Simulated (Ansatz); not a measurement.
System: Rb.

```xyz
6
Lattice="5.0572 0.0000 0.0000 -2.5286 4.3797 0.0000 0.0000 0.0000 24.7242" Properties=species:S:1:pos:R:3 pbc="T T T"
Rb    0.0000    0.0000    0.0000
Rb    0.0000    2.9198    4.1208
Rb    2.5286    1.4599    8.2413
Rb    0.0000    2.9198   12.3621
Rb    2.5286    1.4599   16.4829
Rb    0.0000    2.9198   20.6034
```

Space group P-6m2; a generated structure, not necessarily the stable one.

Method: DFT PBE, scalar-relativistic, plane waves, PAW (Ansatz).

What can the converged valence pseudo-density and electron localisation function tell about the bonding?

Rb–Rb (5.06 Å): the density is about 0.01 e/Å³ at the midpoint; the ELF is about 0.20 at the midpoint: no shared electron pair shows on this line.

Metal or insulator at this level of theory?

It is gapless in this calculation (a metal or semimetal).

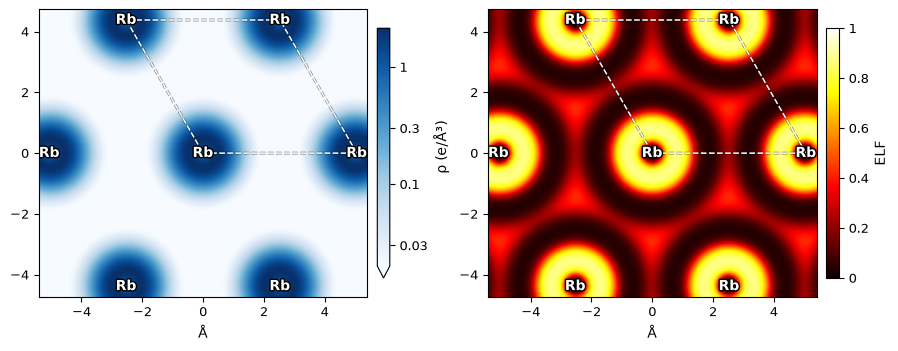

Computed valence pseudo-density and electron localisation function on the (001) plane of the conventional cell, in this order. 
